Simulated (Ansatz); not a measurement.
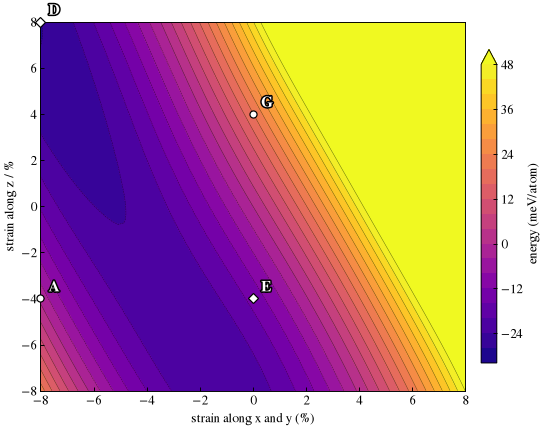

Ca (Im-3m, No. 229; 1 atom in the cell). The cell is strained homogeneously, by one strain along x and y and another along z, with fractional coordinates fixed (x, y and z along the cube axes). First axis: strain along x and y. Second axis: strain along z. The grid has 5 × 5 points. Energies: meV/atom, counted from the unstrained cell. The reference cell is the one listed in the database, not relaxed at this level. Level of theory: DFT PBEsol, scalar-relativistic, plane waves, PAW in Ansatz 0.2.0. Settings: cutoff 420 eV, k-mesh 16×16×16, gaussian smearing 0.15 eV, no spin polarisation.

The picture shows filled contours, one colour for all values above the top of the scale, lettered points. Between grid points the surface is interpolated.

**Is G the lowest point of the computed grid?**

No. G lies 48 meV/atom above the lowest grid point, which is at strain along x and y = −8 %, strain along z = 8 %.

**Rank the lettered points by energy, lowest first.**

D (−28 meV/atom), E (−15 meV/atom), A (−1.0 meV/atom), G (20 meV/atom).
